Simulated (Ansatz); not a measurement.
# Where Ga_Mg puts its levels in the gap of MgO (Fm-3m)

Charge states of Ga_Mg in MgO (Fm-3m), set against the band edges. Model: a cell of 54 host atoms with 1 Mg taken out and 1 Ga put in.

Calculated with Ansatz 0.2.0; place-levels on r2SCAN runs: charge-transition levels and formation energies with image-charge correction and potential alignment at the atomic sites; PAW set soft_1.

**What experiment says.**

“Electronic structure of alkaline earth and post-transition metal oxides” (2009, arxiv:0908.1581) quotes from earlier work for MgO, rocksalt (bulk crystal): band gap (literature experimental gap) 7.83 eV [Literature value based on experiment; other listed experimental values range from 7.7 to …].

**1. Starting point**

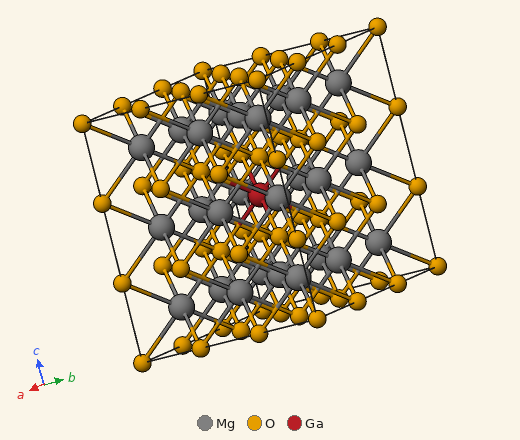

The cell as given, slightly off an axis (magnesium grey, oxygen orange, gallium red). Bonds to atoms that aren't drawn are left out. Some periodic images of atoms are drawn too.

The cell holds 54 atoms: 26 Mg, 27 O and 1 Ga. Its edges and angles: a = 8.925 Å, b = 8.925 Å, c = 8.925 Å, α = 60.0°, β = 60.0°, γ = 60.0°. It derives from MgO (space group Fm-3m). Nearest the centre at fractional (0.667, 0.667, 0.333): Ga51 at 0.00 Å, O28 at 2.10 Å, O44 at 2.10 Å, O32 at 2.10 Å, O34 at 2.10 Å, O46 at 2.10 Å, O50 at 2.10 Å, Mg9 at 2.98 Å.

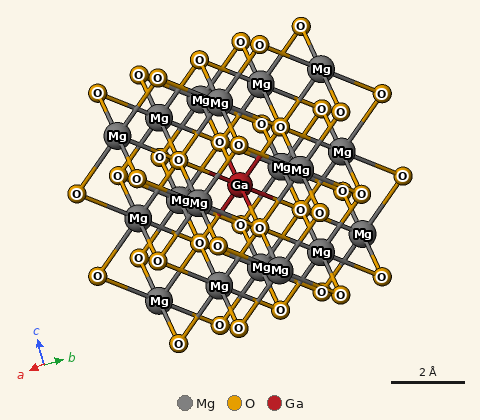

The atoms within 5 Å of the centre.

As a file:

```xyz
54
Lattice="0.0000 6.3112 6.3112 6.3112 0.0000 6.3112 6.3112 6.3112 0.0000" Properties=species:S:1:pos:R:3 pbc="T T T"
Mg    0.0000    0.0000    0.0000
O     2.1037    2.1037    2.1037
Mg    2.1037    2.1037    0.0000
O     4.2075    4.2075    2.1037
Mg    4.2075    4.2075    0.0000
O     6.3112    6.3112    2.1037
Mg    2.1037    0.0000    2.1037
O     4.2075    2.1037    4.2075
Mg    4.2075    2.1037    2.1037
O     6.3112    4.2075    4.2075
Mg    6.3112    4.2075    2.1037
O     8.4150    6.3112    4.2075
Mg    4.2075    0.0000    4.2075
O     6.3112    2.1037    6.3112
Mg    6.3112    2.1037    4.2075
O     8.4150    4.2075    6.3112
Mg    8.4150    4.2075    4.2075
O    10.5187    6.3112    6.3112
Mg    0.0000    2.1037    2.1037
O     2.1037    4.2075    4.2075
Mg    2.1037    4.2075    2.1037
O     4.2075    6.3112    4.2075
Mg    4.2075    6.3112    2.1037
O     6.3112    8.4150    4.2075
Mg    2.1037    2.1037    4.2075
O     4.2075    4.2075    6.3112
Mg    4.2075    4.2075    4.2075
O     6.3112    6.3112    6.3112
Mg    6.3112    6.3112    4.2075
O     8.4150    8.4150    6.3112
Mg    4.2075    2.1037    6.3112
O     6.3112    4.2075    8.4150
Mg    6.3112    4.2075    6.3112
O     8.4150    6.3112    8.4150
Mg    8.4150    6.3112    6.3112
O    10.5187    8.4150    8.4150
Mg    0.0000    4.2075    4.2075
O     2.1037    6.3112    6.3112
Mg    2.1037    6.3112    4.2075
O     4.2075    8.4150    6.3112
Mg    4.2075    8.4150    4.2075
O     6.3112   10.5187    6.3112
Mg    2.1037    4.2075    6.3112
O     4.2075    6.3112    8.4150
Mg    4.2075    6.3112    6.3112
O     6.3112    8.4150    8.4150
Mg    6.3112    8.4150    6.3112
O     8.4150   10.5187    8.4150
Mg    4.2075    4.2075    8.4150
O     6.3112    6.3112   10.5187
Ga    6.3112    6.3112    8.4150
O     8.4150    8.4150   10.5187
Mg    8.4150    8.4150    8.4150
O    10.5187   10.5187   10.5187
```

Screening for the image-charge correction: ε∞ = 3.24, ε0 = 10.37, from a response run on this crystal (DFPT, PBEsol) at that run's own cell.

The cell's shortest repeat is 8.9 Å.

**2. Charge states**

A transition level is the Fermi level at which two charge states cost the same, so each charge needs its own total energy, at its own relaxed structure.

Each atom starts 0.05 Å or so off its site in a random direction: a symmetric start keeps its symmetry, and would miss off-centre moves and Jahn–Teller distortions. Forces are taken at one point at (¼, ¼, ¼). The cell holds 1 electron more than the neutral one, with a uniform background that keeps it neutral on the whole.

The sampling was tested on the host first: at the k-points planned (1x1x1 shifted 0.25 0.25 0.25) its energy lies 0.020 eV an atom from the dense-mesh value, under the bound of 0.02 eV set for this test; that bounds the host's error, not the defect's.

One of the inputs; charge, spin and start change from state to state.

Contents of qm1.relax/input.yaml:

```yaml
crystal:
  lattice:
    - [0.0, 2.10374764, 2.10374764]
    - [2.10374764, 0.0, 2.10374764]
    - [2.10374764, 2.10374764, 0.0]
  atoms:
    - { symbol: Mg, position: [0.0, 0.0, 0.0] }
    - { symbol: O, position: [0.5, 0.5, 0.5] }
  supercell: [3, 3, 3]
  defects: [{ substitution: { at: 50, symbol: Ga } }]
total_charge: -1
basis:
  ecutwfc: 500
  xc_grid: 2
hamiltonian:
  xc: r2scan
  pseudopotentials: { kind: paw, azcp: { folder: soft_1 } }
kpoints:
  mp_grid: { grid: [1, 1, 1], shift: [0.25, 0.25, 0.25] }
scf:
  occupations: { method: fixed }
  max_iter: 100
output:
  forces: true
  charged_corrections: { epsilon: 3.24, static_epsilon: 10.37 }
relax:
  f_tol: 0.02
  max_steps: 80
  random_displacement: { amplitude: 0.05, seed: 4625 }
checkpoint:
  write: "../qm1.relax.run"
  compress: false
  write_wavefunctions: true
  write_every: 100000
```

The run is started by

```bash
ansatz run input.yaml --threads 4 --pin off --max-ram 7536MiB --backend cpu --events-out ev --progress --plain --runs-dir out
```

Defect states can disperse in a cell of this size, so the energy is taken again at a 2×2×2 shifted mesh, on the relaxed structure.

The run of this state that the levels use, under r2SCAN:

Contents of qm1.point/input.yaml:

```yaml
crystal:
  checkpoint: "../qm1.relax.run"
  host: checkpoint
total_charge: -1
basis:
  ecutwfc: 500
  xc_grid: 2
hamiltonian:
  xc: r2scan
  pseudopotentials: { kind: paw, azcp: { folder: soft_1 } }
kpoints:
  mp_grid: { grid: [2, 2, 2], shift: [0.5, 0.5, 0.5] }
scf:
  occupations: { method: fermi_dirac, width: 0.01 }
  max_iter: 100
output:
  forces: true
  eigenvalues: true
  charged_corrections:
    epsilon: 3.24
    static_epsilon: 10.37
    defect_position: [0.666667, 0.666667, 0.333333]
  eigenstates: { localisation: true }
  populations: true
  band_densities: [{ bands: [v1, v1] }, { bands: [c1, c1] }]
  write_density: true
  write_potential: true
  volumetric_format: npy
checkpoint:
  read: "../qm1.relax.run"
  write: "../qm1.point.run"
  compress: false
  write_wavefunctions: false
  write_every: 100000
```

Relaxations under r2SCAN at one point at (¼, ¼, ¼); times on 4 threads of Arm Neoverse N1, shared host:

```csv
charge,moment (μB),occupations,outcome,steps,largest displacement against the far atoms (Å),time
−1,0,fixed,converged,5,0.18,1.8 min
0,1,fixed,converged,4,0.06,3.5 min
+1,0,fixed,converged,5,0.07,100 s
```

Single points under r2SCAN at a 2×2×2 shifted mesh; times on 4 threads of Arm Neoverse N1, shared host:

```csv
charge,moment (μB),occupations,outcome,time
−1,0,fermi-dirac,converged,1.8 min
0,1,fermi-dirac,converged,4.6 min
+1,0,fermi-dirac,converged,1.8 min
```

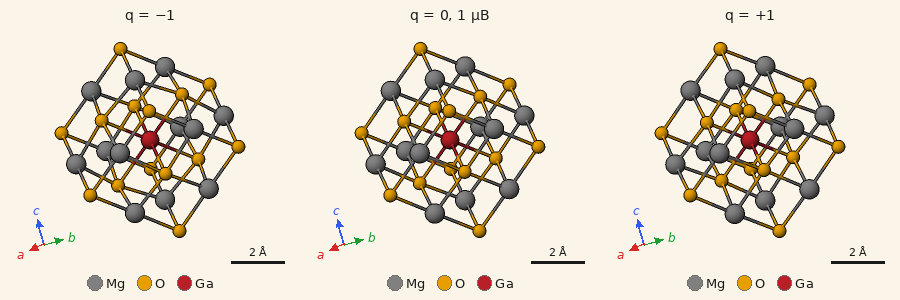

The structures near the centre after relaxation with r2SCAN, by charge.

Distances (Å) from Ga51 to the nearest atoms after relaxation with r2SCAN:

```csv
charge,moment (μB),1.,2.,3.,4.,5.,6.
−1,0,O 2.28,O 2.28,O 2.28,O 2.28,O 2.28,O 2.28
0,1,O 2.16,O 2.16,O 2.16,O 2.16,O 2.16,O 2.16
+1,0,O 2.03,O 2.03,O 2.03,O 2.03,O 2.03,O 2.03
```

**3. place-levels, r2SCAN**

A charged cell interacts with its images and the background, and its potential has another zero than the host's. place-levels removes the first by a point-charge model, screened by the static dielectric constant since the ions have relaxed around the charge, and the second by comparing potentials at atoms far from the defect.

The host is a run of the defect-free crystal in the same cutoffs, grids and k-points, so that basis and sampling errors cancel in part in the differences. The host is run in a cell of 2 atoms on a matching mesh. Its band edges are searched through the zone by a band path, so the gap is smaller than, or equal to, that on the mesh. Chemical potentials are energies per atom of Mg (hcp) and Ga (alpha-Ga (Cmce)), run with the same functional and cutoff.

Contents of levels.point.yaml:

```yaml
host:
  run: host.point.run
states: [qm1.point.run, q0_M1.point.run, qp1.point.run]
geometry_from:
  qm1.point.run: qm1.relax.run
  q0_M1.point.run: q0_M1.relax.run
  qp1.point.run: qp1.relax.run
chemical_potentials:
  Mg:
    energy: -1926.407918
    dataset: "<sha256 of the dataset>"
  Ga:
    energy: -3790.270342
    dataset: <sha256 of the dataset>
epsilon: 3.24
static_epsilon: 10.37
vertical:
  - { from: qm1.point.run, to: qm1.point_neutral.run }
  - { from: qp1.point.run, to: qp1.point_neutral.run }
```

The run is started by

```bash
ansatz place-levels levels.point.yaml -- --threads 4 --pin off --max-ram 7536MiB
```

Numbers of over 12 decimals in the logs are rounded to 6 here.

Log:

```text
[... repeated set-up lines and file paths are left out, and long positions are rounded to six places ...]
(+1/0) 5.114 eV above the valence edge, 0.564 eV under the conduction edge; not on the lower envelope
(0/-1) 4.883 eV above the valence edge, 0.795 eV under the conduction edge; not on the lower envelope
(+1/-1) 4.998 eV above the valence edge, 0.680 eV under the conduction edge: charges between them are lowest nowhere
formation energy of charge +1: +0.026 eV with the Fermi level at the valence edge
formation energy of charge 0: +5.140 eV with the Fermi level at the valence edge
formation energy of charge -1: +10.022 eV with the Fermi level at the valence edge
vertical -1 to 0: no energy, since no alignment is typed
  the change from vertical[0].from (qm1.point.run) to vertical[0].to (qm1.point_neutral.run): by its potential at epsilon 3.24 it stands at 0.666 0.665 0.335, with an rms radius of about 1.9 Å (1.1 1.1 1.1 Å across the planes of the cell's vectors); [...]
vertical +1 to 0: no energy, since no alignment is typed
  the change from vertical[1].from (qp1.point.run) to vertical[1].to (qp1.point_neutral.run): by its potential at epsilon 3.24 it stands at 0.667 0.667 0.332, with an rms radius of about 2.9 Å (1.7 1.7 1.7 Å across the planes of the cell's vectors); [...]
  edges by r2scan, gap 5.678 eV; the host is sampled to repeats of 17.85 Å
  the defect's cells are sampled to repeats of 17.85 Å, like sampling
  charge +1: -69326.2303 eV with its correction of +0.365 eV, at epsilon 10.37, aligned at sites: +0.1124 eV, mean over 21 atomic sites at or beyond 4.46 Å from the defect at [0.6667, 0.6667, 0.3333], with -0.000000 for the charge's moments and without [...]
  charge 0: +0.000 eV for its dipole among its images, +0.000 omitted
  charge -1: -69300.8652 eV with its correction of +0.113 eV, at epsilon 10.37, aligned at sites: +0.1389 eV, mean over 21 atomic sites at or beyond 4.46 Å from the defect at [0.6667, 0.6667, 0.3333], with -0.000000 for the charge's moments and without [...]
  of states[2] (qp1.point.run): it parts from the run at its places by a charge that spreads by about 1.7 Å along one vector (1.3 Å or more is wide), by its potential at epsilon 3.24, taken for that of held ions (one typed too small widens it), where the cell [...]
  of states[1] (q0_M1.point.run): its alignment with the host at atomic sites is doubtful: the cell is too small to show whether the defect's potential has decayed: take a larger one; stability_check_not_made
  of states[0] (qm1.point.run): its alignment with the host at atomic sites is doubtful: the cell is too small to show whether the defect's potential has decayed: take a larger one
  of vertical[0].to (qm1.point_neutral.run): stability_check_not_made
  of vertical[1].from (qp1.point.run): it parts from the run at its places by a charge that spreads by about 1.7 Å along one vector (1.3 Å or more is wide), by its potential at epsilon 3.24, taken for that of held ions (one typed too small widens it), where [...]
  of vertical[1].to (qp1.point_neutral.run): its moments are held at its close (magnetization.spin_locking), by a field of 0.288 eV a Bohr magneton, and its energy and levels are of the state that this holds: a run that lets them go can end lower; [...]
```

Wall time 0.51 s (4 threads of Arm Neoverse N1, shared host).

Levels between the charges placed, in eV above the valence top:

```csv
,gap (eV),(+1/0),(0/−1)
r2SCAN,5.68,5.11,4.88
```

Corrections by state:

```csv
charge,moment (μB),image terms and alignment (eV),band filling (eV),ε used,"over the lowest of its charge, as the program ranks them, band filling apart (eV)"
+1,0.0,0.365,-,10.37,0.000
0,1.0,0.000,-,-,0.000
−1,0.0,0.113,-,10.37,0.000
```

The charged structures listed were also run neutral, and place-levels reads from each pair, by the potential or the spins, how wide the charge is by which they differ; that can be the carrier of either run.

```csv
charge,rms radius (Å),spread where it is widest against the cell (Å),wide from (Å),reading
+1,2.9,1.70,1.26,wide
−1,1.9,1.09,1.26,narrow
```

The neutral runs of these pairs need not share the spin of the lowest neutral state, and very wide values only mean spread over the cell.

From the program's caveats on the states, each cut to its opening words:

- charge +1: it parts from the run at its places by a charge that spreads by about 1.7 Å along one vector (1.3 Å or more is wide), by its potential at epsilon 3.24, taken [...]
- charge +1, 0 (1 μB), −1: its alignment with the host at atomic sites is doubtful: the cell is too small to show whether the defect's potential has decayed: take a larger one
- charge 0 (1 μB): flagged: stability check not made

The host's formation energy from the elements is -2.963 eV per atom; it sets how far the chemical potentials can move.

Limit set by the element alone; other compounds of these elements are not counted. Chemical potentials from the elements' reference states: Mg 0.00 eV, O -5.93 eV, Ga 0.00 eV. Formation energy by charge state (Mg-rich; gap 5.68 eV):

```csv
charge,at valence top (eV),at conduction bottom (eV),correction included (eV)
+1,0.03,5.70,0.36
0,5.14,5.14,0.00
−1,10.02,4.34,0.11
```

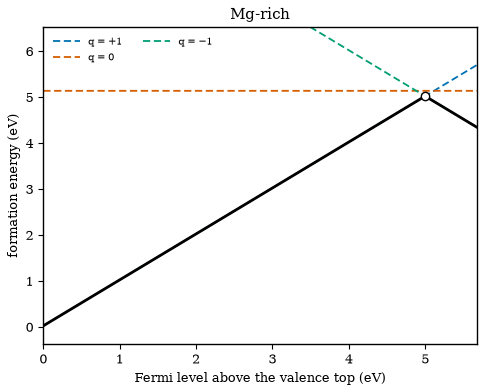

Formation energy against Fermi level; the thick line follows the lowest charge state and circles mark the transition levels.

Limit set by the element alone; other compounds of these elements are not counted. Chemical potentials from the elements' reference states: O 0.00 eV, Mg -5.93 eV, Ga 0.00 eV. Formation energies (O-rich), with the Fermi level at the valence top and at the conduction bottom (gap 5.68 eV):

```csv
charge,at valence top (eV),at conduction bottom (eV),correction included (eV)
+1,-5.90,-0.22,0.36
0,-0.79,-0.79,0.00
−1,4.10,-1.58,0.11
```

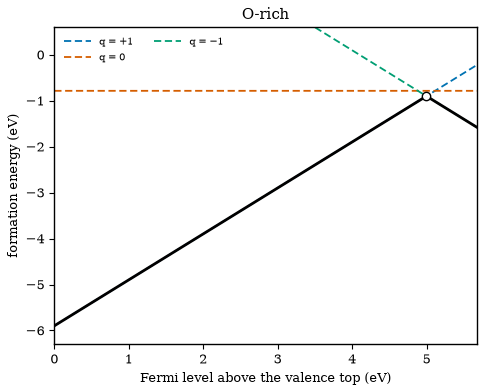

Formation energy against Fermi level; the thick line follows the lowest charge state and circles mark the transition levels.

Charge transition levels, in eV, zero at the valence-band top of the host:

```csv
,conduction bottom,valence top
Ga_Mg,5.68,0.00
```

```csv
,level,energy (eV)
Ga_Mg,(+1/−1),5.00
```

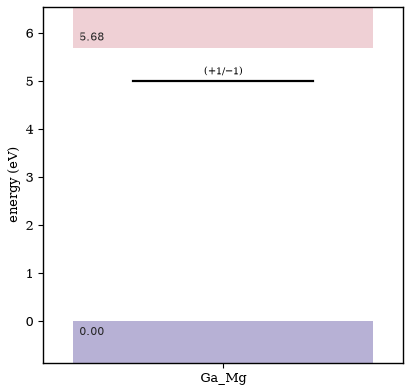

Charge transition levels. Shaded: valence and conduction bands.

**4. Effect of the sampling**

The relaxations' own energies give the levels at their sampling, for comparison.

Contents of levels.relax_mesh.yaml:

```yaml
host:
  run: host.relax.run
states: [qm1.relax.run, q0_M1.relax.run, qp1.relax.run]
chemical_potentials:
  Mg:
    energy: -1926.407918
    dataset: "<sha256 of the dataset>"
  Ga:
    energy: -3790.270342
    dataset: <sha256 of the dataset>
```

The run is started by

```bash
ansatz place-levels levels.relax_mesh.yaml -- --threads 4 --pin off --max-ram 7536MiB
```

Log:

```text
[...]
formation energy of charge +1: +0.097 eV with the Fermi level at the valence edge
formation energy of charge 0: +5.018 eV with the Fermi level at the valence edge
formation energy of charge -1: +9.785 eV with the Fermi level at the valence edge
  edges by r2scan, gap 5.659 eV; the host is sampled to repeats of 8.93 Å
[... the lines on each state left out ...]
```

Run time: 0.17 s. Hardware: 4 threads.

Levels between neighbouring charges, in eV above the valence top:

```csv
,gap (eV),(+1/0),(0/−1)
"one point at (¼, ¼, ¼)",5.66,4.92,4.77
a 2×2×2 shifted mesh,5.68,5.11,4.88
```

Going from one point at (¼, ¼, ¼) to a 2×2×2 shifted mesh moves the levels that carry no band-filling term by up to 0.19 eV and formation energies against the elements by up to 0.24 eV.

**5. Results**

```
gap of the host                                                          : 5.68 eV (r2SCAN)
level (plus 1/0)                                                         : 5.11 eV above the valence top, not a change between lowest states
level (0/minus 1)                                                        : 4.88 eV above the valence top, not a change between lowest states
level (plus 1/minus 1)                                                   : 5.00 eV above the valence top
lowest of the charges placed, just above the valence top (0.02 eV)       : +1
lowest of the charges placed, just below the conduction bottom (0.02 eV) : −1
lowest formation energy at mid-gap of the charges run, Mg-rich           : 2.86 eV
lowest formation energy at mid-gap of the charges run, O-rich            : -3.06 eV
```

**Reading.** Of the charges placed (−1, 0 and +1), the lowest changes at 5.00 eV (+1/−1) above the valence top, in a gap of 5.68 eV. (+1/−1) passes over charge 0, which lies 0.12 eV above the two there; a lower structure or spin state of it, if missed, would change that. Charges above +1 and below −1 were not placed, so these runs say nothing of levels that involve them. States placed: +1 at 0 μB; 0 at 1 μB; −1 at 0 μB. Other spin states or structures, where not listed, weren't placed. Ga is taken at its element; compounds, which aren't counted here, bound the chemical potentials and would shift these formation energies. The lowest formation energy (O-rich) is negative across the gap, so the defect would form by itself: these chemical potentials lie beyond what competing compounds allow, or the host is unstable against it. Going from one point at (¼, ¼, ¼) to a 2×2×2 shifted mesh moves the levels that carry no band-filling term by up to 0.19 eV and formation energies against the elements by up to 0.24 eV. The program doubts the alignment of potentials for at least one state, a sign that the cell is small. What this leaves open: the images are only 8.9 Å apart; r2SCAN makes the gap too small and tends to spread out bound carriers; where a gas molecule sets a chemical potential or the host's formation energy, its binding is uncorrected; force components of up to 0.25 eV/Å remain in a run at the final settings.

Computed beside measured:

```
                             quantity  measured           r2SCAN
band gap (least gap of the host) (eV)      7.83  5.68 (-2.15 eV)
```

Measured values from arxiv:0908.1581 (2009).

Verdict: The band gap is off by -2.15 eV: a clear miss. Local and semilocal functionals usually give gaps below the measured ones. Zero-point and thermal motion shift the measured gap.

[Logs are printed without paths, hosts, clocks, repeated set-up lines and the standing remarks that a program may print on its own settings, such as how far it seeks lower states.]

[Hosts, paths, dates, database ids (printed as entryN), source tags and the programs' standing remarks are cut or masked in the printed files.]

[Where a table of states has a column of steps, it counts the stored structures, which are thinned; the runs took as many ionic steps or more.]

[A defect's name tells the site on which it was built; relaxed atoms can leave that site.]

[For some hosts the program warned that the k-mesh of the response run may be too coarse for force constants and the static dielectric constant; such warnings are not shown here.]
